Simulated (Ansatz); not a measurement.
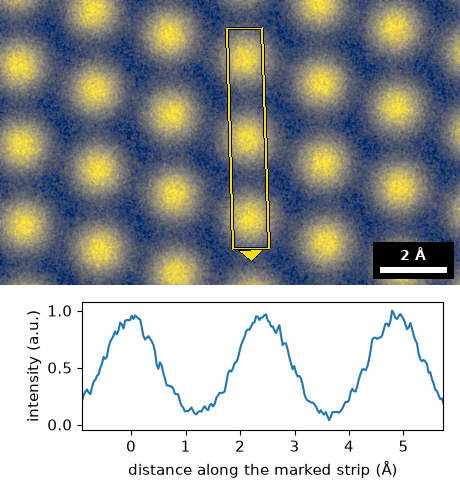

Integrated-DPC-like image of Mo (Fm-3m, No. 225) along [110]. Simulated as the projected potential of neutral atoms (B = 0.5 Å²) blurred by a 1.04 Å probe, the thin-sample limit of integrated differential phase contrast. The display is stretched by a gamma of 0.65; percentages refer to the linear signal. Shot noise was added. Model: a calculation's starting geometry; the starting structure was generated, so it need not be a known form of this composition.

```
Mo
1.0
     3.96875    0.00000    0.00000
     0.00000    3.96875    0.00000
     0.00000    0.00000    3.96875
Mo
4
Cartesian
  0.0000 0.0000 0.0000
  0.0000 1.9844 1.9844
  1.9844 0.0000 1.9844
  1.9844 1.9844 0.0000
```

The curve is the intensity along the marked strip, in the direction of its arrowhead, with zero distance at the first column. Brightness is counted from the darkest point of the image.

Q: Assign the peaks of the line profile.

A:
```
position (Å)  atoms per repeat along the beam  height (% of the highest)
         0.0                             1 Mo                        100
         2.4                             1 Mo                        100
         4.9                             1 Mo                        100
```
